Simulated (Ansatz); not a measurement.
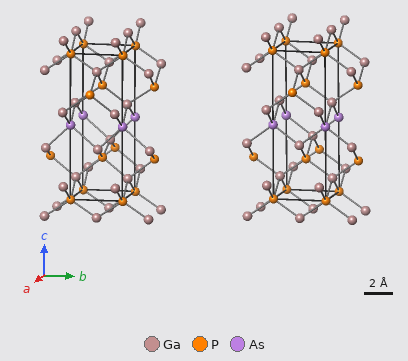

Two geometries of a crystal of Ga₄AsP₃ (a generated structure, set up in P1) (coarse preliminary run), drawn at one scale. One is the start of a relaxation, the other its converged end. A ball-and-stick model of the cell of the calculation, seen slightly off an axis.

The calculation used DFT PBE, scalar-relativistic, plane waves, PAW in Ansatz. Settings: plane-wave cutoff 420 eV; k-point mesh 4 × 4 × 2; occupations gaussian; smearing width 0.1 eV; no spin polarisation; cell and atoms relaxed; force threshold 0.025 eV/Å; at most 60 steps.

### Which of the two is the end point?

The right one is the relaxed one. The energy falls by 1.737 eV per cell of the calculation in 4 accepted moves (5 points after the start). The largest force component goes from 3.8 to 0.0017 eV/Å. Pressure: 2.90 GPa at the start and 0.00 GPa at the end. The SCF was repeated once at an unchanged geometry on a basis and grid sized afresh for the cell, which shifted the energy by 0.3 meV per cell of the calculation at most. The atom that moves furthest relative to the cell is a Ga atom (0.27 Å along [−2 −2 1]). By element the largest moves are Ga 0.27 Å, P 0.24 Å, As 0.14 Å. The drawn cell changes as follows: a 4.031 → 3.953 Å (−1.9 %), b 3.941 → 3.953 Å (+0.3 %), c 10.839 → 11.036 Å (+1.8 %), α 89.1° → 90.0°, β 90.4° → 90.0°, γ 87.9° → 90.0°; the volume changes by +0.3 %. Near-neighbour distances that change, for instance: Ga–P 2.696 → 2.396 Å, Ga–P 2.098 → 2.396 Å, As–Ga 2.719 → 2.456 Å, Ga–P 2.643 → 2.396 Å. Bond angles that change, for instance: P–Ga–P 127.1° → 111.2°, Ga–P–Ga 127.1° → 111.2°, P–Ga–As 95.2° → 109.6°. The space group (tolerance 0.01 Å) goes from P1 (No. 1) to P-4m2 (No. 115).
